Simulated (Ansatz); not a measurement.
System: Al$_{7}$Ni$_{8}$ (slab).

The calculation's input:

```
crystal:
  lattice:
    - [4.0477133473, 0.0, 0.0]
    - [-2.0238566737, 3.505422586, 0.0]
    - [0.0, 0.0, 26.5673043804]
  atoms:
    - { symbol: Ni, position: [0.3333333333, 0.6666666667, 0.282301881] }
    - { symbol: Al, position: [0.6666666667, 0.3333333333, 0.3134016123] }
    - { symbol: Ni, position: [0.0, 0.0, 0.3445013436] }
    - { symbol: Al, position: [0.3333333333, 0.6666666667, 0.3756010749] }
    - { symbol: Ni, position: [0.6666666667, 0.3333333333, 0.4067008061] }
    - { symbol: Al, position: [0.0, 0.0, 0.4378005374] }
    - { symbol: Ni, position: [0.3333333333, 0.6666666667, 0.4689002687] }
    - { symbol: Al, position: [0.6666666667, 0.3333333333, 0.5] }
    - { symbol: Ni, position: [0.0, 0.0, 0.5310997313] }
    - { symbol: Al, position: [0.3333333333, 0.6666666667, 0.5621994626] }
    - { symbol: Ni, position: [0.6666666667, 0.3333333333, 0.5932991939] }
    - { symbol: Al, position: [0.0, 0.0, 0.6243989251] }
    - { symbol: Ni, position: [0.3333333333, 0.6666666667, 0.6554986564] }
    - { symbol: Al, position: [0.6666666667, 0.3333333333, 0.6865983877] }
    - { symbol: Ni, position: [0.0, 0.0, 0.717698119] }
basis:
  ecutwfc: 420
kpoints:
  mp_grid: { grid: [9, 9, 1] }
hamiltonian:
  xc: pbesol
scf:
  occupations: { method: gaussian, width: 0.1 }
output:
  forces: true
  eigenvalues: true
  write_density: true
  write_potential: true
  elf: true
  volumetric_format: npy
relax:
  adjacent_minimum: "off"
  f_tol: 0.02
  max_steps: 60
efield:
  axis: 3
  dipole_correction: true
  ramp_width: 0.04
```

Run with:

```sh
ansatz run input.yaml --threads 2 --pin off --max-ram 5120MiB --backend cpu --events-out ev --progress --plain --runs-dir out
```

The fields are those of the relaxed geometry.

Computed without spin polarisation.

Computed with Ansatz 0.2.0, DFT PBEsol, scalar-relativistic, plane waves, PAW.

### Predict the valence pseudo-density and electron localisation function between the atoms.

Al–Ni (2.49 Å): ρ at the midpoint is about 0.3 e/Å³; the ELF is about 0.40 at the midpoint.
Al–Ni (2.54 Å): ρ is about 0.27 e/Å³ halfway; the ELF is about 0.35 at the midpoint.

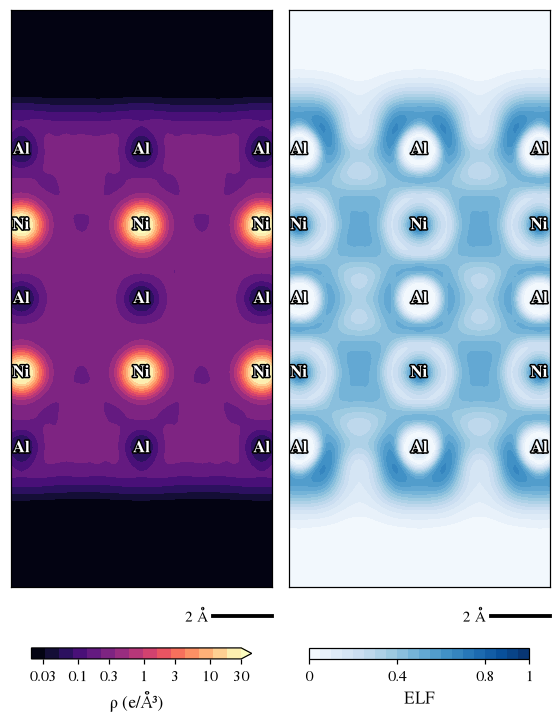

Computed valence pseudo-density and electron localisation function on the (010) plane of the calculation cell, a cut from vacuum to vacuum, in this order. 

Core electrons are frozen (PAW), and the valence fields are smoothed inside the atomic spheres.
